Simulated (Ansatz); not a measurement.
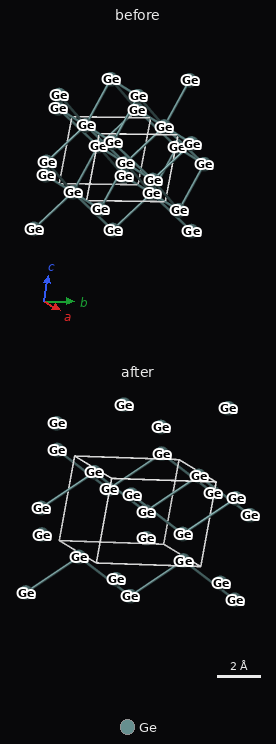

The structure of a crystal of Ge (set up in P-1) before (top) and after (bottom) a relaxation, at one scale.

A ball-and-stick model of the cell of the calculation, reduced to other axes, seen from a free direction. Lengths and directions refer to the drawn axes.

Computed with Ansatz, DFT LDA, scalar-relativistic, plane waves, PAW; settings changed.

Input file:
```yaml
crystal:
  lattice:
    - [-2.3964421812, 2.5751326368, 1.3490186929]
    - [2.4651482443, -2.589819472, 1.5021167695]
    - [2.5315959788, 2.7249732696, -1.3759817348]
  atoms:
    - { symbol: Ge, position: [0.2501471658, 0.7515947243, 0.4954039112] }
    - { symbol: Ge, position: [0.4998528342, 0.4984052757, 0.0045960888] }
basis:
  ecutwfc: 420
  ecutrho_ratio: 1
kpoints:
  mp_grid: { grid: [14, 14, 14] }
hamiltonian:
  xc: lda
scf:
  occupations: { method: gaussian, width: 0.15 }
  max_iter: 100
output:
  forces: true
  eigenvalues: true
  stress: true
relax:
  adjacent_minimum: "off"
  f_tol: 0.01
  max_steps: 80
  cell: { stress_tol: 0.1 }
```

Launched with:
```bash
ansatz run input.yaml --threads 2 --pin off --max-ram 5120MiB --backend cpu --events-out ev --progress --plain --runs-dir out
```

**Describe what moved and what it gained.**

The run was cut off at its time limit before the relaxation converged, so the last structure is only a point on the way. The input was poor on purpose: a density cutoff under the waves'. The largest moves relative to the cell, 0.27 Å, are those of Ge1 and Ge2. Ge1 goes roughly along [−2 0 1]. Cell: a 2.852 → 3.717 Å (+30.3 %), b 3.768 → 4.991 Å (+32.5 %), c 3.966 → 5.032 Å (+26.9 %), α 86.5° → 87.6°, β 70.4° → 70.7°, γ 70.2° → 68.0°. Volume +115.8 %. Near-neighbour distances that change, for instance: Ge1–Ge2 2.644 → 3.760 Å, Ge1–Ge2 (another image) 2.788 → 3.759 Å, Ge1–Ge1 2.852 → 3.717 Å, Ge1–Ge2 (another image) 2.711 → 3.295 Å. Bonds break, among them: Ge1–Ge2 (2.64 → 3.76 Å), Ge1–Ge2 (2.79 → 3.76 Å). The space group stays P-1 (No. 2). The energy falls by 29.373 eV per cell of the calculation in 7 geometry steps. Largest force component: 0.55 eV/Å at the start, 0.68 eV/Å at the end. Pressure: 57.70 GPa at the start and 120.96 GPa at the end.

Limits of the set-up: the cutoff lies below the recommended one.
